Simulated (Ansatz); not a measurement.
Structure (in its standard cell), the input geometry of an electronic-structure calculation (not necessarily at equilibrium); the starting structure was generated, so it need not be a known form of this composition:

```cif
data_structure
_symmetry_space_group_name_H-M 'P 1'
_symmetry_Int_Tables_number 1
_cell_length_a 3.5193
_cell_length_b 3.5193
_cell_length_c 3.5193
_cell_angle_alpha 90.000
_cell_angle_beta 90.000
_cell_angle_gamma 90.000
_cell_volume 43.59
loop_
_atom_site_label
_atom_site_type_symbol
_atom_site_fract_x
_atom_site_fract_y
_atom_site_fract_z
_atom_site_occupancy
Mn1 Mn 0.00000 0.00000 0.00000 1
Mn2 Mn 0.00000 0.50000 0.50000 1
Mn3 Mn 0.50000 0.00000 0.50000 1
Mn4 Mn 0.50000 0.50000 0.00000 1
```

**What does the kinematic electron diffraction pattern along [110] look like at 200 kV (B = 0.3 Å²)?**

The spots form a centred rectangular net with both shortest vectors at d = 2.03 Å, 70.5° apart. They are -1 1 -1 and -1 1 1. The pattern has symmetry 2mm. The lattice centring (F) removes all reflections that break h + k = 2n, h + l = 2n.

Strongest reflections with d > 0.80 Å, one of each family (|F|² from tabulated Gaussian fits of the electron scattering factors, times a small damping for the curvature of the Ewald sphere):

```tsv
hkl	d (Å)	I (strongest = 100)
1 -1 1	2.032	100
0 0 2	1.760	75
2 -2 0	1.244	34
1 -1 3	1.061	22
2 -2 2	1.016	19
0 0 4	0.880	12
```

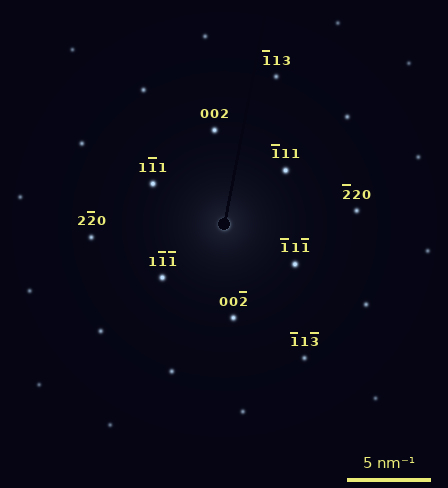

Calculated pattern, seen from the source side with [110] pointing towards the source.
